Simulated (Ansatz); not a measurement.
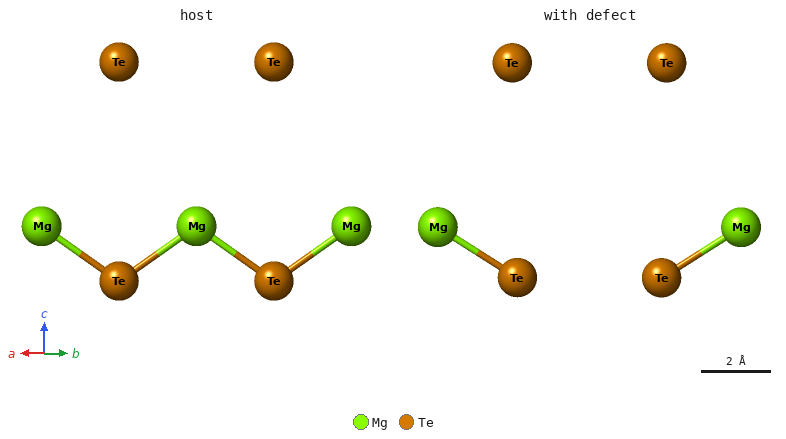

Left: perfect MgTe. Right: the same region with one point defect, after relaxing the atoms in a supercell of 64 sites. A ball-and-stick model of the atoms within 5.4 Å of one point, in a slice 4.2 Å thick across the line of sight, seen along [110].

Theory: Ansatz 0.2.0, DFT, PBEsol, PAW, plane waves. Set-up: plane-wave cutoff 420 eV; k-point mesh 1 × 1 × 1; mesh shifted by (0.25, 0.25, 0.25); collinear spin. Fermi-Dirac smearing of 0.01 eV. A uniform background neutralises the charged cell. The axes drawn are those of the host's conventional cell.

### What kind of defect was made?

A magnesium atom is taken out (a vacancy).

The charge state of the cell is −1.

### What does the relaxation do around it?

Around the empty Mg site the host had 4 Te at 2.79 Å; after relaxation the nearest atoms are 4 Te at 2.46 to 2.61 Å. Of the host's atoms, a tellurium atom moves furthest from its site, by 0.32 Å. The cell's net moment is 1.00 μB.

Limits of the set-up: the cell is charged, on a uniform background, and energies carry no finite-size correction.
